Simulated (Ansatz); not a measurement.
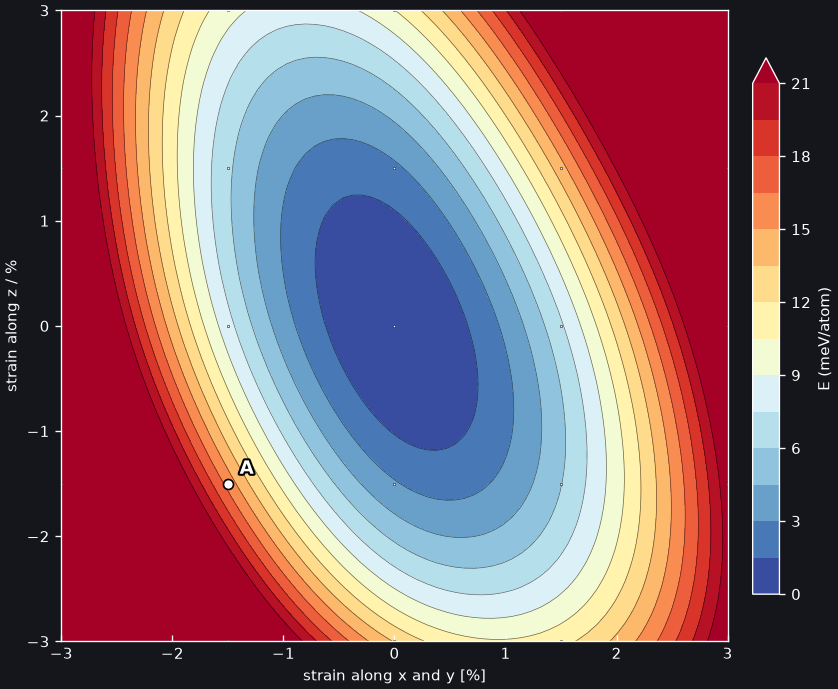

TiO₂ (I4_1/amd, No. 141; 6 atoms in the cell). The cell is strained homogeneously, by one strain along x and y and another along z, with fractional coordinates fixed (x along [1 0 0], z along [0 0 1] of the conventional cell). First axis: strain along x and y. Second axis: strain along z. The scan uses a 5 × 5 grid. Points are written as (first, second). Energies are in meV/atom, from the lowest grid point. Theory: DFT PBE, scalar-relativistic, plane waves, PAW (Ansatz 0.2.0). Settings: cutoff 420 eV, k-mesh 10×10×10, gaussian smearing 0.05 eV, no spin polarisation.

Drawn: filled contours, dots at the grid points, one colour for all values above the top of the scale, the point A. Between grid points the surface is interpolated.

Q: Is A at rest? If not, where is it pushed?

A: A, at (−1.5 %, −1.5 %), is not a stationary point. The computed force is 14 meV/atom for each 1 % towards larger values of strain along x and y and 7.5 meV/atom for each 1 % towards larger values of strain along z.
